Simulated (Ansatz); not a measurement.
Geometry relaxation of ZnSe (part 3 of 3)

ZnSe (slab, 16 atoms in the cell); DFT PBE, scalar-relativistic, plane waves, PAW, no spin polarisation (Ansatz 0.2.0); cutoff 420 eV, 2×2×1 k-mesh, Gaussian smearing of 0.05 eV. The structure derives from an entry of the Crystallography Open Database. The input holds or restrains some coordinates. Forces given for the steps count only the free coordinates. It belongs to a series of runs on one base structure; here: clean slab, lower planes held.

Geometry of the input (Å; fractional positions):
```
8.1060  0.0000  0.0000
-4.0530  7.0200  0.0000
0.0000  0.0000  20.1366
Se 0.5000  0.0000  0.3973
Se 0.5000  0.5000  0.3973
Se 0.0000  0.0000  0.3973
Se -0.0000  0.5000  0.3973
Zn 0.1667  0.8333  0.4384
Zn 0.1667  0.3333  0.4384
Zn 0.6667  0.8333  0.4384
Zn 0.6667  0.3333  0.4384
Se 0.6667  0.8333  0.5616
Se 0.6667  0.3333  0.5616
Se 0.1667  0.8333  0.5616
Se 0.1667  0.3333  0.5616
Zn 0.3333  0.6667  0.6027
Zn 0.3333  0.1667  0.6027
Zn 0.8333  0.6667  0.6027
Zn 0.8333  0.1667  0.6027
```

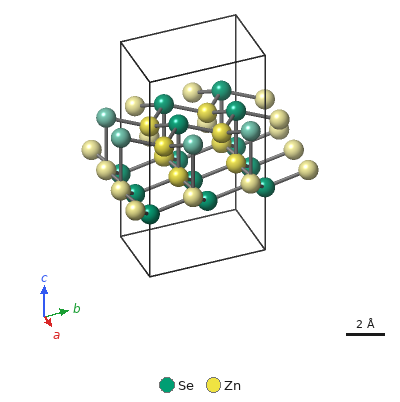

**Figure 1.** The geometry at step 11 of the log (ball-and-stick view of the cell of the calculation, with the vacuum cut short, seen slightly off an axis; neighbours outside the cell are drawn fainter).

Trajectory as extended XYZ, continued
```
16
Lattice="8.1060 0.0000 0.0000 -4.0530 7.0200 0.0000 0.0000 0.0000 20.1366" Properties=species:S:1:pos:R:3:forces:R:3 step=7 energy=-70311.86691
Se    4.0530    0.0000    8.0000    0.0000   0.0000   0.6383
Se    2.0265    3.5100    8.0000    0.0000   0.0000   0.6383
Se    0.0000    0.0000    8.0000    0.0000   0.0000   0.6383
Se   -2.0265    3.5100    8.0000    0.0000   0.0000   0.6383
Zn   -2.0265    5.8500    8.8273    0.0000   0.0000  -0.6473
Zn    0.0000    2.3400    8.8273    0.0000   0.0000  -0.6473
Zn    2.0265    5.8500    8.8273    0.0000   0.0000  -0.6473
Zn    4.0530    2.3400    8.8273    0.0000   0.0000  -0.6473
Se    2.0265    5.8500   11.6312    0.0000   0.0000   0.0231
Se    4.0530    2.3400   11.6312    0.0000   0.0000   0.0231
Se   -2.0265    5.8500   11.6312    0.0000   0.0000   0.0231
Se    0.0000    2.3400   11.6312    0.0000   0.0000   0.0231
Zn    0.0000    4.6800   11.7915    0.0000   0.0000  -0.0141
Zn    2.0265    1.1700   11.7915    0.0000   0.0000  -0.0141
Zn    4.0530    4.6800   11.7915    0.0000   0.0000  -0.0141
Zn    6.0795    1.1700   11.7915    0.0000   0.0000  -0.0141
16
Lattice="8.1060 0.0000 0.0000 -4.0530 7.0200 0.0000 0.0000 0.0000 20.1366" Properties=species:S:1:pos:R:3:forces:R:3 step=8 energy=-70311.91113
Se    4.0530    0.0000    8.0000    0.0000   0.0000   0.6479
Se    2.0265    3.5100    8.0000    0.0000   0.0000   0.6479
Se    0.0000    0.0000    8.0000    0.0000   0.0000   0.6479
Se   -2.0265    3.5100    8.0000    0.0000   0.0000   0.6479
Zn   -2.0265    5.8500    8.8273    0.0000   0.0000  -0.6333
Zn    0.0000    2.3400    8.8273    0.0000   0.0000  -0.6333
Zn    2.0265    5.8500    8.8273    0.0000   0.0000  -0.6333
Zn    4.0530    2.3400    8.8273    0.0000   0.0000  -0.6333
Se    2.0265    5.8500   11.6622    0.0000   0.0000   0.0928
Se    4.0530    2.3400   11.6622    0.0000   0.0000   0.0928
Se   -2.0265    5.8500   11.6622    0.0000   0.0000   0.0928
Se    0.0000    2.3400   11.6622    0.0000   0.0000   0.0928
Zn    0.0000    4.6800   11.5965    0.0000   0.0000  -0.1074
Zn    2.0265    1.1700   11.5965    0.0000   0.0000  -0.1074
Zn    4.0530    4.6800   11.5965    0.0000   0.0000  -0.1074
Zn    6.0795    1.1700   11.5965    0.0000   0.0000  -0.1074
16
Lattice="8.1060 0.0000 0.0000 -4.0530 7.0200 0.0000 0.0000 0.0000 20.1366" Properties=species:S:1:pos:R:3:forces:R:3 step=9 energy=-70312.06496
Se    4.0530    0.0000    8.0000    0.0000   0.0000   0.7007
Se    2.0265    3.5100    8.0000    0.0000   0.0000   0.7007
Se    0.0000    0.0000    8.0000    0.0000   0.0000   0.7007
Se   -2.0265    3.5100    8.0000    0.0000   0.0000   0.7007
Zn   -2.0265    5.8500    8.8273    0.0000   0.0000  -0.6631
Zn    0.0000    2.3400    8.8273    0.0000   0.0000  -0.6631
Zn    2.0265    5.8500    8.8273    0.0000   0.0000  -0.6631
Zn    4.0530    2.3400    8.8273    0.0000   0.0000  -0.6631
Se    2.0265    5.8500   11.6817    0.0000   0.0000   0.2175
Se    4.0530    2.3400   11.6817    0.0000   0.0000   0.2175
Se   -2.0265    5.8500   11.6817    0.0000   0.0000   0.2175
Se    0.0000    2.3400   11.6817    0.0000   0.0000   0.2175
Zn    0.0000    4.6800   11.4021    0.0000   0.0000  -0.2551
Zn    2.0265    1.1700   11.4021    0.0000   0.0000  -0.2551
Zn    4.0530    4.6800   11.4021    0.0000   0.0000  -0.2551
Zn    6.0795    1.1700   11.4021    0.0000   0.0000  -0.2551
16
Lattice="8.1060 0.0000 0.0000 -4.0530 7.0200 0.0000 0.0000 0.0000 20.1366" Properties=species:S:1:pos:R:3:forces:R:3 step=10 energy=-70312.30155
Se    4.0530    0.0000    8.0000    0.0000   0.0000   0.6895
Se    2.0265    3.5100    8.0000    0.0000   0.0000   0.6895
Se    0.0000    0.0000    8.0000    0.0000   0.0000   0.6895
Se   -2.0265    3.5100    8.0000    0.0000   0.0000   0.6895
Zn   -2.0265    5.8500    8.8273    0.0000   0.0000  -0.5061
Zn    0.0000    2.3400    8.8273    0.0000   0.0000  -0.5061
Zn    2.0265    5.8500    8.8273    0.0000   0.0000  -0.5061
Zn    4.0530    2.3400    8.8273    0.0000   0.0000  -0.5061
Se    2.0265    5.8500   11.7680    0.0000   0.0000  -0.0657
Se    4.0530    2.3400   11.7680    0.0000   0.0000  -0.0657
Se   -2.0265    5.8500   11.7680    0.0000   0.0000  -0.0657
Se    0.0000    2.3400   11.7680    0.0000   0.0000  -0.0657
Zn    0.0000    4.6800   11.2039    0.0000   0.0000  -0.1170
Zn    2.0265    1.1700   11.2039    0.0000   0.0000  -0.1170
Zn    4.0530    4.6800   11.2039    0.0000   0.0000  -0.1170
Zn    6.0795    1.1700   11.2039    0.0000   0.0000  -0.1170
16
Lattice="8.1060 0.0000 0.0000 -4.0530 7.0200 0.0000 0.0000 0.0000 20.1366" Properties=species:S:1:pos:R:3:forces:R:3 step=11 energy=-70312.35175
Se    4.0530    0.0000    8.0000    0.0000   0.0000   0.6247
Se    2.0265    3.5100    8.0000    0.0000   0.0000   0.6247
Se    0.0000    0.0000    8.0000    0.0000   0.0000   0.6247
Se   -2.0265    3.5100    8.0000    0.0000   0.0000   0.6247
Zn   -2.0265    5.8500    8.8273    0.0000   0.0000  -0.4718
Zn    0.0000    2.3400    8.8273    0.0000   0.0000  -0.4718
Zn    2.0265    5.8500    8.8273    0.0000   0.0000  -0.4718
Zn    4.0530    2.3400    8.8273    0.0000   0.0000  -0.4718
Se    2.0265    5.8500   11.7165    0.0000   0.0000  -0.0724
Se    4.0530    2.3400   11.7165    0.0000   0.0000  -0.0724
Se   -2.0265    5.8500   11.7165    0.0000   0.0000  -0.0724
Se    0.0000    2.3400   11.7165    0.0000   0.0000  -0.0724
Zn    0.0000    4.6800   11.1140    0.0000   0.0000  -0.0805
Zn    2.0265    1.1700   11.1140    0.0000   0.0000  -0.0805
Zn    4.0530    4.6800   11.1140    0.0000   0.0000  -0.0805
Zn    6.0795    1.1700   11.1140    0.0000   0.0000  -0.0805
16
Lattice="8.1060 0.0000 0.0000 -4.0530 7.0200 0.0000 0.0000 0.0000 20.1366" Properties=species:S:1:pos:R:3:forces:R:3 step=12 energy=-70312.40551
Se    4.0530    0.0000    8.0000    0.0000   0.0000   0.4389
Se    2.0265    3.5100    8.0000    0.0000   0.0000   0.4389
Se    0.0000    0.0000    8.0000    0.0000   0.0000   0.4389
Se   -2.0265    3.5100    8.0000    0.0000   0.0000   0.4389
Zn   -2.0265    5.8500    8.8273    0.0000   0.0000  -0.4728
Zn    0.0000    2.3400    8.8273    0.0000   0.0000  -0.4728
Zn    2.0265    5.8500    8.8273    0.0000   0.0000  -0.4728
Zn    4.0530    2.3400    8.8273    0.0000   0.0000  -0.4728
Se    2.0265    5.8500   11.5735    0.0000   0.0000   0.0717
Se    4.0530    2.3400   11.5735    0.0000   0.0000   0.0717
Se   -2.0265    5.8500   11.5735    0.0000   0.0000   0.0717
Se    0.0000    2.3400   11.5735    0.0000   0.0000   0.0717
Zn    0.0000    4.6800   10.9184    0.0000   0.0000  -0.0375
Zn    2.0265    1.1700   10.9184    0.0000   0.0000  -0.0375
Zn    4.0530    4.6800   10.9184    0.0000   0.0000  -0.0375
Zn    6.0795    1.1700   10.9184    0.0000   0.0000  -0.0375
16
Lattice="8.1060 0.0000 0.0000 -4.0530 7.0200 0.0000 0.0000 0.0000 20.1366" Properties=species:S:1:pos:R:3:forces:R:3 step=13 energy=-70312.40694
Se    4.0530    0.0000    8.0000    0.0000   0.0000   0.4381
Se    2.0265    3.5100    8.0000    0.0000   0.0000   0.4381
Se    0.0000    0.0000    8.0000    0.0000   0.0000   0.4381
Se   -2.0265    3.5100    8.0000    0.0000   0.0000   0.4381
Zn   -2.0265    5.8500    8.8273    0.0000   0.0000  -0.4251
Zn    0.0000    2.3400    8.8273    0.0000   0.0000  -0.4251
Zn    2.0265    5.8500    8.8273    0.0000   0.0000  -0.4251
Zn    4.0530    2.3400    8.8273    0.0000   0.0000  -0.4251
Se    2.0265    5.8500   11.5935    0.0000   0.0000  -0.0426
Se    4.0530    2.3400   11.5935    0.0000   0.0000  -0.0426
Se   -2.0265    5.8500   11.5935    0.0000   0.0000  -0.0426
Se    0.0000    2.3400   11.5935    0.0000   0.0000  -0.0426
Zn    0.0000    4.6800   10.9063    0.0000   0.0000   0.0296
Zn    2.0265    1.1700   10.9063    0.0000   0.0000   0.0296
Zn    4.0530    4.6800   10.9063    0.0000   0.0000   0.0296
Zn    6.0795    1.1700   10.9063    0.0000   0.0000   0.0296
16
Lattice="8.1060 0.0000 0.0000 -4.0530 7.0200 0.0000 0.0000 0.0000 20.1366" Properties=species:S:1:pos:R:3:forces:R:3 step=14 energy=-70312.40789
Se    4.0530    0.0000    8.0000    0.0000   0.0000   0.4421
Se    2.0265    3.5100    8.0000    0.0000   0.0000   0.4421
Se    0.0000    0.0000    8.0000    0.0000   0.0000   0.4421
Se   -2.0265    3.5100    8.0000    0.0000   0.0000   0.4421
Zn   -2.0265    5.8500    8.8273    0.0000   0.0000  -0.4436
Zn    0.0000    2.3400    8.8273    0.0000   0.0000  -0.4436
Zn    2.0265    5.8500    8.8273    0.0000   0.0000  -0.4436
Zn    4.0530    2.3400    8.8273    0.0000   0.0000  -0.4436
Se    2.0265    5.8500   11.5879    0.0000   0.0000   0.0009
Se    4.0530    2.3400   11.5879    0.0000   0.0000   0.0009
Se   -2.0265    5.8500   11.5879    0.0000   0.0000   0.0009
Se    0.0000    2.3400   11.5879    0.0000   0.0000   0.0009
Zn    0.0000    4.6800   10.9145    0.0000   0.0000   0.0006
Zn    2.0265    1.1700   10.9145    0.0000   0.0000   0.0006
Zn    4.0530    4.6800   10.9145    0.0000   0.0000   0.0006
Zn    6.0795    1.1700   10.9145    0.0000   0.0000   0.0006
```

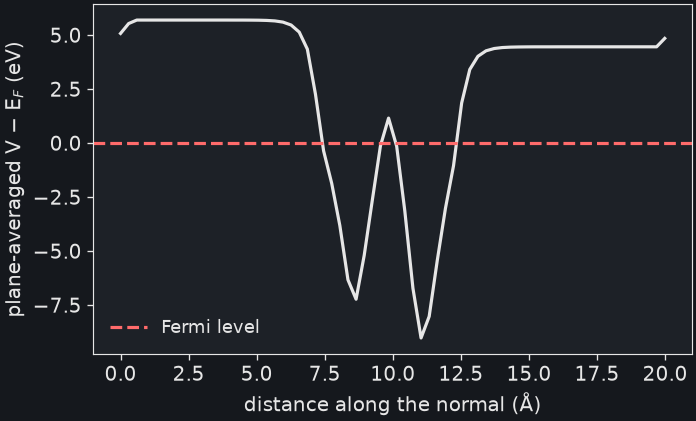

**Figure 2.** Plane average of the electrostatic potential energy of an electron across the cell, from the Fermi level. The vacuum level lies 4.46 eV above the Fermi level on the upper side and 5.70 eV on the lower.

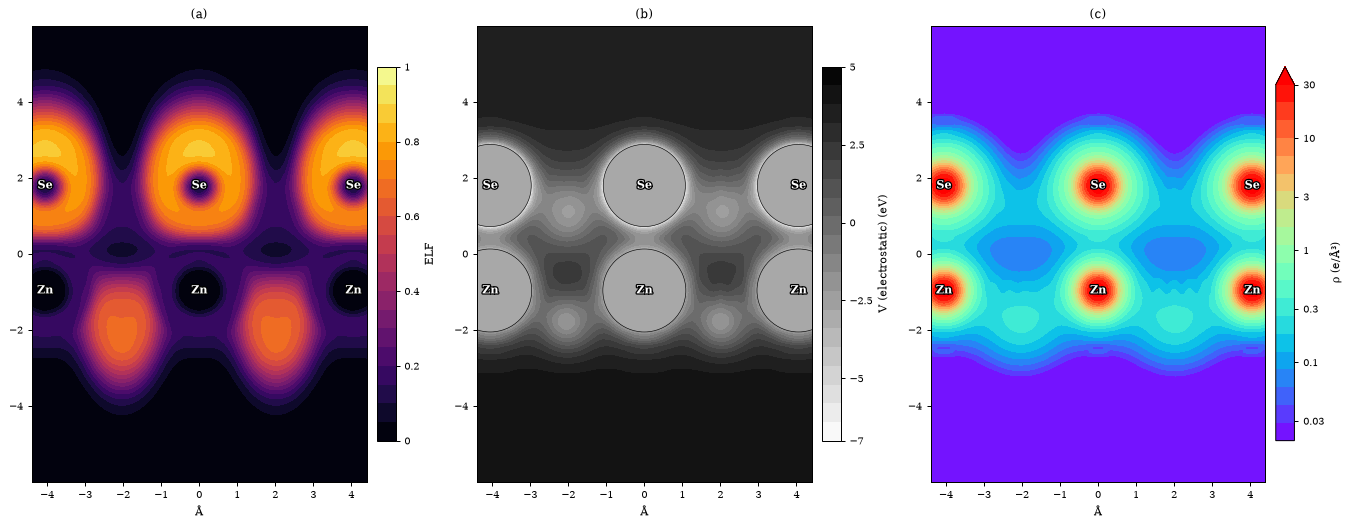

**Figure 3.** (a) ELF; (b) electrostatic potential (local pseudopotential plus Hartree) felt by an electron; (c) valence pseudo-density on the (010) plane of the calculation cell, a cut from vacuum to vacuum. Grey discs, where drawn, cover atomic cores. Zn–Se (2.76 Å): ρ at the midpoint is about 0.29 e/Å³, with its minimum of 0.21 e/Å³ about 1.2 Å from Zn; the ELF peaks at about 0.75 in the valence shell of Se, 0.9 Å from its nucleus, and drops to about 0.15 between the two atoms. The density dies away to nearly zero in the vacuum. In a PAW calculation such maps are meaningful between the atoms, not at the nuclei.

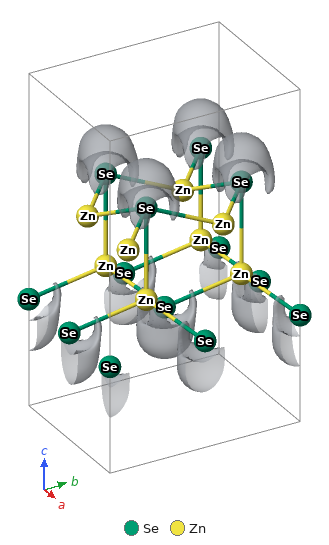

**Figure 4.** Isosurface of the ELF at 0.8 (grey), seen slightly off an axis. Only the valence region is drawn (cores and ρ < 0.01 e/Å³ removed). Sticks mark near contacts. Values along the shortest contacts: Zn–Se (2.43 Å): the ELF is about 0.60 at the midpoint. Zn–Se (2.48 Å): the ELF is about 0.60 at the midpoint.

Key numbers

| quantity | value |
| --- | --- |
| outcome | converged under the restraints of the input |
| electrons treated | 224 |
| free energy | −70312.4079 eV |
| work function, top face | 4.46 eV |
| work function, bottom face | 5.70 eV |
| Fermi energy | −1.074 eV |
| gap on the k-point mesh | 0.96 eV |
| final volume | 1145.87 Å³ |
| work function (upper face) | 4.46 eV |
| largest force (length of the vector) at the end, held atoms and coordinates included | 0.444 eV/Å |
| hardware | 4 threads of Arm Neoverse V1, 24 GiB of memory available, shared host |
| wall time | 94 s (CPU time 6 min) |
| peak memory | 1.9 GiB |
